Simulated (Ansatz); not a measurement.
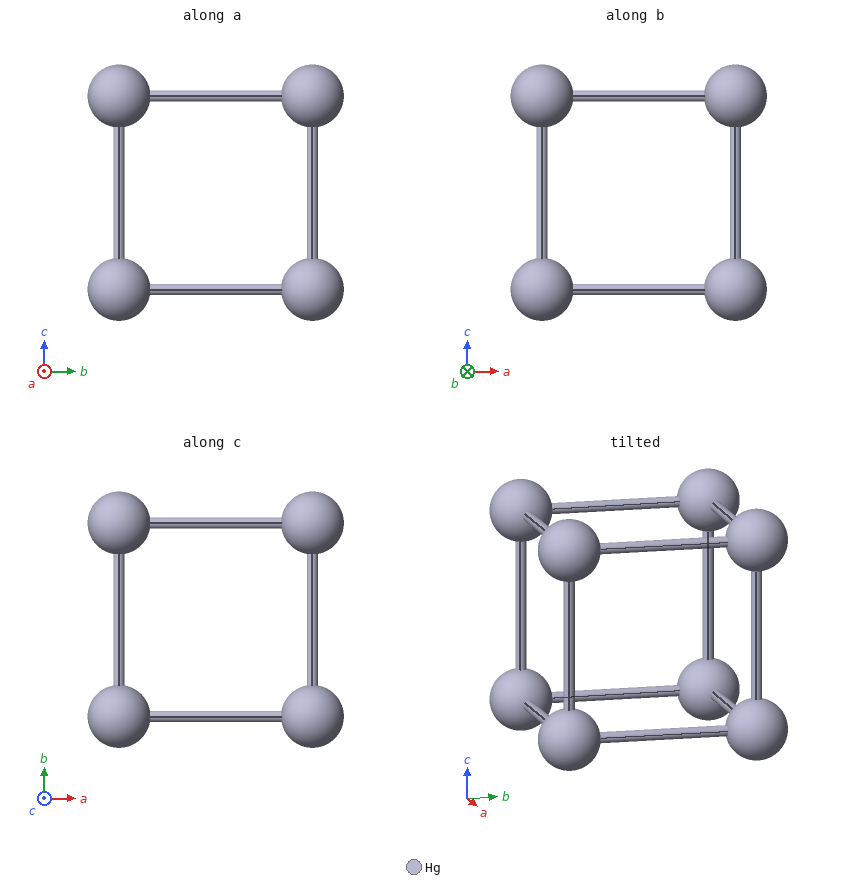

The figure gives a ball-and-stick picture of the atoms, viewed along the a axis, along the b axis, along the c axis and slightly off an axis. The outline marks the conventional unit cell.

Lattice parameters: a = 2.947 Å, b = 2.947 Å, c = 2.947 Å, α = 90.00°, β = 90.00°, γ = 90.00°. Put a along x and b in the xy plane.

**Turn the picture into a POSCAR file.**

```
Hg
1.0
     2.947    0.000    0.000
     0.000    2.947    0.000
     0.000    0.000    2.947
Hg
1
Direct
  0.0000 0.0000 0.0000
```

Provenance: a structure type filled with this element by a generator (whether the element takes this form wasn't checked). Relaxation method: DFT PBEsol, scalar-relativistic, plane waves, PAW (Ansatz).
